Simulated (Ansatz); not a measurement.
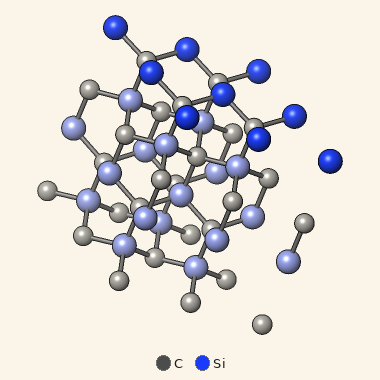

The system is C on a SiC(001) slab cut from the P6_3mc phase, its upper half relaxed before the scan (32 atoms of substrate and one adsorbate in a 2 × 2 cell); the picture shows it without the atoms that are moved over the map. 
- C is moved over the surface cell; relaxed at each place: the height of the adsorbate's atoms; substrate rigid; the origin of the map has the adsorbate above Si29.
- Places are given modulo a cell vector. The map is drawn in real space over the plane of the surface.
- Grid: 6 × 6 points; 10 points were computed and 26 follow by symmetry.
- Places are given in fractions of the 1 × 1 surface cell.
- All energies are given in eV relative to the lowest grid point.
- Energies and slopes of some neighbouring points disagree (a jump in structure or state, or too coarse a mesh). The magnetic moment jumps between some neighbouring points.
- Computed with DFT PBE, scalar-relativistic, plane waves, PAW in Ansatz 0.2.0. Settings: cutoff 420 eV, k-mesh 6×6×1, gaussian smearing 0.05 eV, spin-polarised.

Range: position of C33 along the first surface vector from 0.000 to 0.833; position of C33 along the second surface vector from 0.000 to 0.833.

**Predict the map.**

The lowest grid point is at a threefold hollow over a second-layer C atom, (2/6, 4/6) of the cell vectors. The highest grid point, the top site over a surface Si atom, (0/6, 0/6) of the cell vectors, lies 2.45 eV above the lowest. At the lowest point the adsorbate has 1 C at 1.60 Å as nearest neighbours, at the highest 1 Si at 1.84 Å. Its relaxed height above the top atom is 1.03 Å at the lowest and 1.84 Å at the highest point.

```tsv
second ↓, first →	0/6	1/6	2/6	3/6	4/6	5/6
5/6	2.42	1.96	0.78	0.78	1.96	2.42
4/6	1.88	0.78	0.00	0.78	1.88	2.10
3/6	1.03	0.78	0.78	1.03	1.32	1.32
2/6	1.88	1.96	1.88	1.32	0.89	1.32
1/6	2.42	2.42	2.10	1.32	1.32	2.10
0/6	2.45	2.42	1.88	1.03	1.88	2.42
```

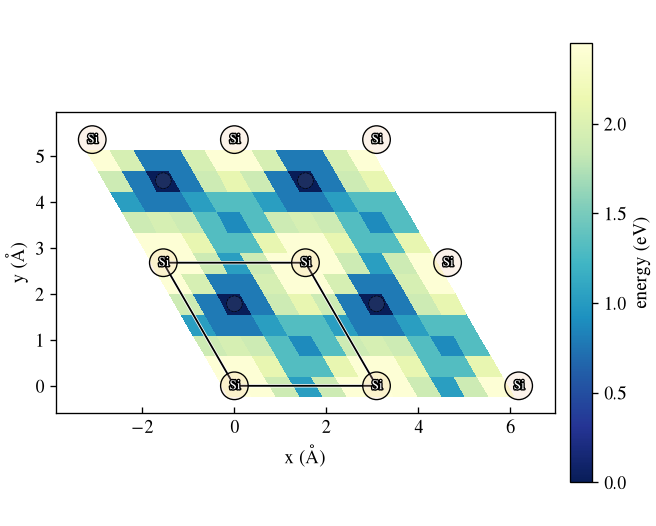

Drawn: one coloured cell a grid point, labelled circles for the atoms of the top layer and small ones for the second layer, the outline of one cell of the 2 × 2 shown.

The whole map (10 points run) took 110 min on 4 threads of Arm Neoverse N1 (shared host).

PAW datasets: the set soft_1.
